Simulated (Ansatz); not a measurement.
Read the following structure.

```cif
data_structure
_symmetry_space_group_name_H-M 'P 1'
_symmetry_Int_Tables_number 1
_cell_length_a 3.7937
_cell_length_b 3.7937
_cell_length_c 3.7937
_cell_angle_alpha 90.000
_cell_angle_beta 90.000
_cell_angle_gamma 90.000
_cell_volume 54.60
loop_
_atom_site_label
_atom_site_type_symbol
_atom_site_fract_x
_atom_site_fract_y
_atom_site_fract_z
_atom_site_occupancy
Ti1 Ti 0.50000 0.50000 0.00000 1
Ti2 Ti 0.00000 0.50000 0.50000 1
Ti3 Ti 0.50000 0.00000 0.50000 1
O1 O 0.00000 0.50000 0.00000 1
O2 O 0.50000 0.00000 0.00000 1
O3 O 0.00000 0.00000 0.50000 1
```

> What would you see if this were drawn?

The formula is TiO. It is primitive cubic, space group Pm-3m (No. 221). Content of the cell: 3 Ti, 3 O (Z = 3). Ti bonds to eight Ti and four O (2.68 Å to Ti, 1.90 Å to O). Each O has four Ti in a square planar arrangement at 1.90 Å. The bonds build a three-dimensional framework.

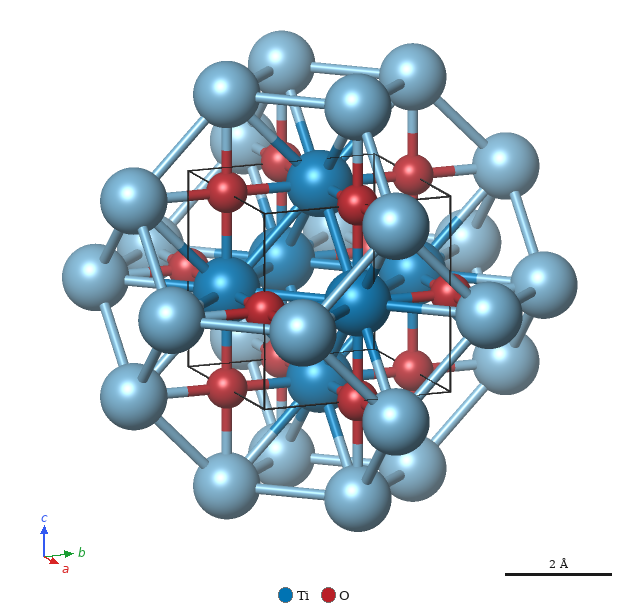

Structure drawing (ball-and-stick), viewed slightly off an axis. The conventional unit cell is outlined; an atom on or near a face, edge or corner is repeated at each equivalent position. Bonded atoms from the next cells complete the picture, in fainter colours. Colours: titanium blue, oxygen red.

The initial geometry was a structure listed in the Materials Project. Earlier steps of the study, as a rule a relaxation of our own, may have changed the cell and positions, so they can lie some per cent off the listed ones. It went into a calculation with Ansatz.

At this level of theory the run's own cell isn't at rest (compressed, at 68 GPa), so its distances can differ from those at equilibrium, the more so the softer the solid.
